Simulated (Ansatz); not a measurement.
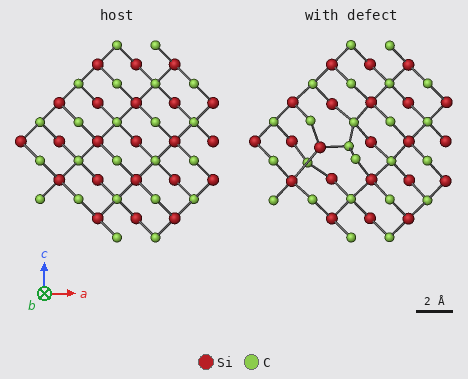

Left: perfect SiC. Right: the same region with one point defect, after relaxing the atoms in a supercell of 64 sites. The picture is a ball-and-stick view of the atoms within 6.0 Å of one point, in a slice 4.2 Å thick across the line of sight, seen along the b axis.

Level of theory: DFT, PBEsol, PAW, plane waves in Ansatz. (plane-wave cutoff 420 eV; k-point mesh 1 × 1 × 1; mesh shifted by (0.25, 0.25, 0.25); no spin polarisation) Fermi-Dirac smearing of 0.01 eV. A uniform background neutralises the charged cell. The axes drawn are those of the host's conventional cell.

**Which defect is it?**

An extra carbon atom is put between the host's atoms (an interstitial).

The charge state of the cell is −2.

**What does the relaxation do around it?**

The C atom starts with 4 C at 1.88 to 1.89 Å, 6 Si at 2.18 Å around its place and ends with 2 C at 1.55 to 1.59 Å, 1 Si at 1.73 Å. Of the host's atoms, a silicon atom moves furthest from its site, by 0.78 Å. The C atom itself moves 1.26 Å from where it was put.

Limits of the set-up: the cell is charged, on a uniform background, and energies carry no finite-size correction.
